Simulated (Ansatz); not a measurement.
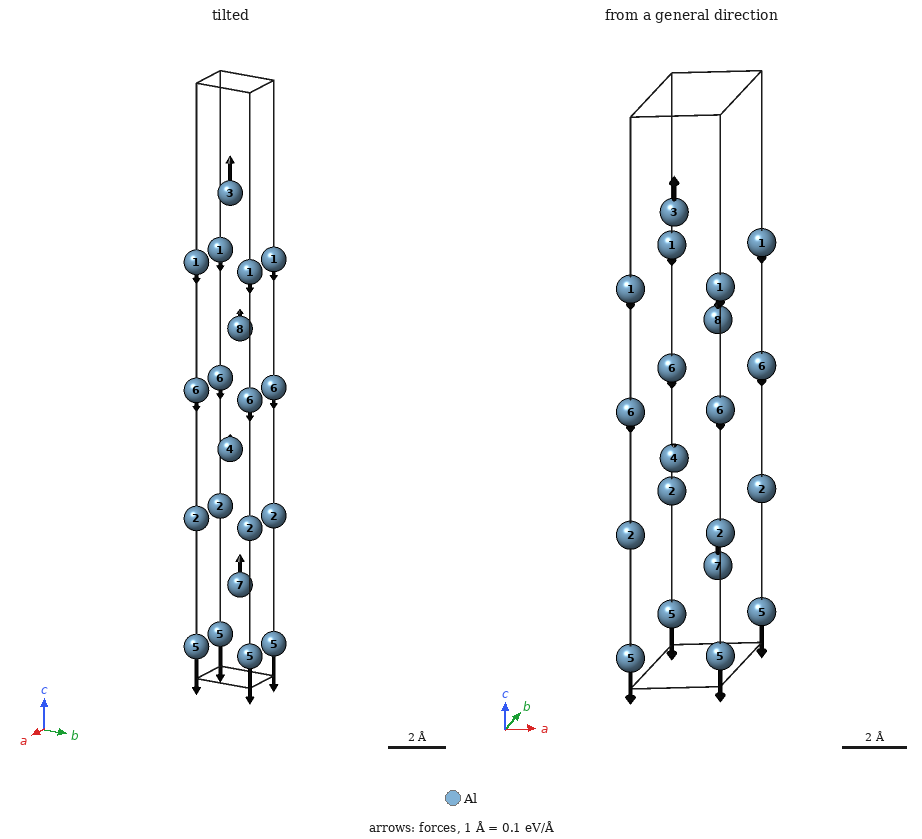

The image is a spheres-only drawing of a crystal, viewed slightly off an axis and from a general direction. The lines enclose the simulation cell; boundary atoms appear with their images. The arrows are the computed forces on the atoms.

System: Al. Theory: DFT r2SCAN, scalar-relativistic, plane waves, PAW in Ansatz 0.2.0. Numerical settings: E_cut = 500 eV, a 19×19×3 grid in reciprocal space, Gaussian smearing of 0.15 eV, no spin polarisation.

> Do the forces show a relaxed structure?

No. The atoms still feel forces of up to about 0.13 eV/Å, above a usual threshold of 0.01 to 0.03 eV/Å.

> Which atom is pushed hardest?

Al5, about 0.13 eV/Å.

Provenance: a structure listed in the Materials Project. The cell was then strained or its atoms displaced on purpose. It was run through Ansatz as a DFT input.
